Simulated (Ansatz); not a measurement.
```yaml
crystal:
  lattice:
    - [3.59745, 0.00000, 0.00000]
    - [-1.79873, 3.11548, 0.00000]
    - [0.00000, 0.00000, 33.02801]
  atoms:
    - { symbol: S, position: [0.66667, 0.33333, 0.53066] }
    - { symbol: Sn, position: [0.33333, 0.66667, 0.57632] }
    - { symbol: S, position: [0.00000, 0.00000, 0.62194] }
    - { symbol: S, position: [0.66667, 0.33333, 0.70967] }
    - { symbol: Sn, position: [0.33333, 0.66667, 0.75522] }
    - { symbol: S, position: [0.00000, 0.00000, 0.80084] }
```

Theory: DFT PBE+D3(BJ), scalar-relativistic, plane waves, PAW (Ansatz).

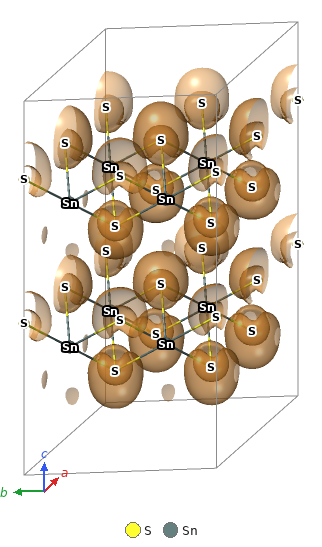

SnS2 (slab). Isosurface of the ELF at 0.8 (orange), seen at an oblique angle. Only the valence region is drawn (cores and ρ < 0.01 e/Å³ removed). Sticks mark near contacts.

### Describe the localisation domains.

The surface consists of four regions wrapped around S (the valence shell of each), counted in one cell of 6 atoms. Counts are for one cell; the picture repeats the cell along the surface. Profiles from the grid: Sn–S (2.56 Å): the ELF peaks at about 0.85 in the valence shell of S, 0.8 Å from its nucleus, and is about 0.55 at the midpoint.

### Metal or insulator at this level of theory?

It is gapped, with a Kohn–Sham gap of 1.5 eV on the k-point mesh, an upper bound to the gap of this method.
